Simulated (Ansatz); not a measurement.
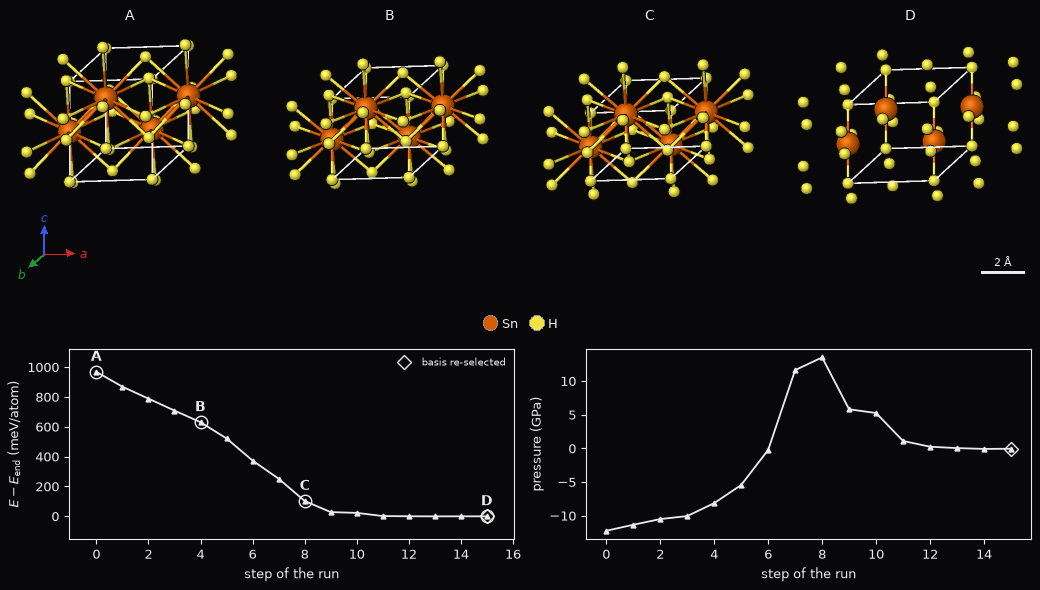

Frames of a relaxation of solid SnH5 (a generated structure, set up in P6/mmm) (coarse preliminary run), marked on the history of the run. Style: ball-and-stick. Shown: the cell of the calculation, from a free direction.

These are results of DFT PBE, scalar-relativistic, plane waves, PAW (Ansatz 0.2.0), not measurements. Settings: plane-wave cutoff 420 eV; k-point mesh 6 × 6 × 4; occupations gaussian; smearing width 0.1 eV; no spin polarisation; cell and atoms relaxed; force threshold 0.04 eV/Å; at most 70 steps.

### What happens along the run?

The energy falls by 968 meV per atom in 14 accepted moves (15 points after the start). Largest force component: 0.074 eV/Å at the start, 0.00014 eV/Å at the end. The pressure goes from −12.23 to −0.04 GPa. The SCF was repeated once at an unchanged geometry on a basis and grid sized afresh for the cell, which shifted the energy by 0.1 meV per atom at most. The largest moves relative to the cell, 0.46 Å, are those of H atoms. Sn stays in place. The drawn cell changes as follows: a = b 3.891 → 4.057 Å (+4.3 %), c 5.282 → 4.137 Å (−21.7 %); the volume changes by −14.8 %. Among the contacts that change: H–H 2.155 → 0.768 Å, H–Sn 2.641 → 2.068 Å, H–Sn 2.737 → 2.885 Å. New bonds form: H–H (2.16 → 0.77 Å), H–Sn (2.64 → 2.07 Å). The space group stays P6/mmm (No. 191). Cost: 21 s on 1 thread of Arm Neoverse V2, on a shared host, peak memory 0.32 GiB. From step 0 to 4: H atoms move most (0.02 Å), volume −30.0 %, energy −337 meV per atom. From step 4 to 8: H atoms move most (0.31 Å), volume −8.2 %, energy −528 meV per atom. From step 8 to 15: H atoms move most (0.08 Å), volume +32.5 %, energy −103 meV per atom.

| step | E − E(0), meV/atom | largest force component, eV/Å | pressure, GPa | volume, Å³/atom | note |
| --- | --- | --- | --- | --- | --- |
| 0 | 0.00 | 0.0744 | -12.23 | 11.542 |  |
| 1 | -99.47 | 0.0019 | -11.33 | 10.275 |  |
| 2 | -179.37 | 0.0893 | -10.49 | 9.280 |  |
| 3 | -259.51 | 0.2501 | -10.04 | 8.627 |  |
| 4 | -337.47 | 0.5478 | -8.12 | 8.081 |  |
| 5 | -446.31 | 1.1205 | -5.42 | 7.622 |  |
| 6 | -594.95 | 1.7783 | -0.22 | 7.225 |  |
| 7 | -716.30 | 1.7582 | 11.64 | 6.864 |  |
| 8 | -865.66 | 0.0238 | 13.53 | 7.420 |  |
| 9 | -940.32 | 0.1711 | 5.82 | 8.211 |  |
| 10 | -945.41 | 2.0671 | 5.26 | 8.905 |  |
| 11 | -966.72 | 0.0414 | 1.12 | 9.063 |  |
| 12 | -968.21 | 0.0186 | 0.26 | 9.430 |  |
| 13 | -968.72 | 0.0160 | 0.06 | 9.639 |  |
| 14 | -968.59 | 0.0095 | -0.06 | 9.829 |  |
| 15 | -968.48 | 0.0001 | -0.04 | 9.829 | same geometry, new basis |
